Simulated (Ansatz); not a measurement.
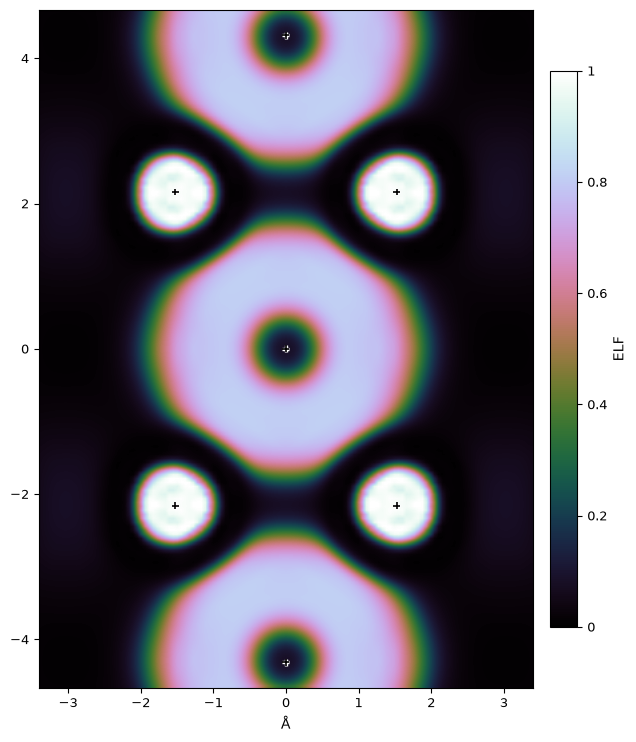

The electron localisation function on a plane through atoms (crosses mark nuclei in the plane).

Method: Ansatz, DFT, r2SCAN, plane waves, PAW.

Candidates:
A. MgO, a = 4.20 Å, b = 4.20 Å, c = 4.20 Å, α = 90.00°, β = 90.00°, γ = 90.00°. Space group Fm-3m; started from the measured structure prototype, which need not be the ambient phase.
B. TiO₂, a = 4.79 Å, b = 4.79 Å, c = 4.79 Å, α = 90.00°, β = 90.00°, γ = 90.00°. Space group Fm-3m; started from the fluorite prototype, which need not be the ambient phase; computed without spin polarisation.
C. Li₂Se, a = 6.11 Å, b = 6.11 Å, c = 6.11 Å, α = 90.00°, β = 90.00°, γ = 90.00°. Space group Fm-3m; started from the antifluorite prototype, which need not be the ambient phase; changed on purpose from its base cell (hydrostatic strain +2.0%).

Which candidate gave the map?

Candidate C: Li₂Se on the (011) plane of the conventional cell, which holds Se and Li. Li–Se (2.64 Å): the ELF is about 0.80 at the midpoint; an ionic contact with no shared pair.
